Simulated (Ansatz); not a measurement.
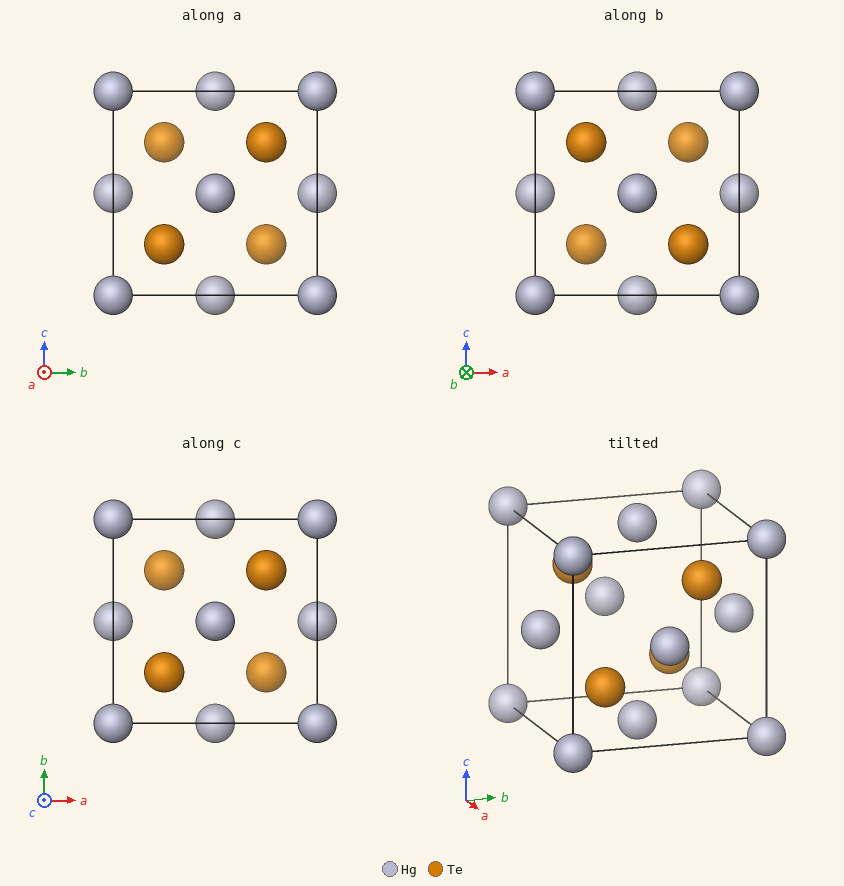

View along the a axis, along the b axis, along the c axis and slightly off an axis, drawn as a spheres-only model. The conventional unit cell is outlined; an atom on or near a face, edge or corner is repeated at each equivalent position.

Lattice parameters: a = 6.5783 Å, b = 6.5783 Å, c = 6.5783 Å, α = 90.000°, β = 90.000°, γ = 90.000°.

Q: Write the structure as a CIF in P1 with every atom of the cell.

A:
```cif
data_structure
_symmetry_space_group_name_H-M 'P 1'
_symmetry_Int_Tables_number 1
_cell_length_a 6.5783
_cell_length_b 6.5783
_cell_length_c 6.5783
_cell_angle_alpha 90.000
_cell_angle_beta 90.000
_cell_angle_gamma 90.000
_cell_volume 284.67
loop_
_atom_site_label
_atom_site_type_symbol
_atom_site_fract_x
_atom_site_fract_y
_atom_site_fract_z
_atom_site_occupancy
Hg1 Hg 0.0000 0.0000 0.0000 1
Te1 Te 0.2500 0.2500 0.7500 1
Hg2 Hg 0.0000 0.5000 0.5000 1
Te2 Te 0.2500 0.7500 0.2500 1
Hg3 Hg 0.5000 0.0000 0.5000 1
Te3 Te 0.7500 0.2500 0.2500 1
Hg4 Hg 0.5000 0.5000 0.0000 1
Te4 Te 0.7500 0.7500 0.7500 1
```

The structure was taken from a structure type filled with these elements by a generator (whether the compound takes this form wasn't checked). Earlier steps of the study, as a rule a relaxation of our own, may have changed the cell and positions, so they can lie some per cent off the listed ones. Ansatz was used for an electronic-structure calculation on it.
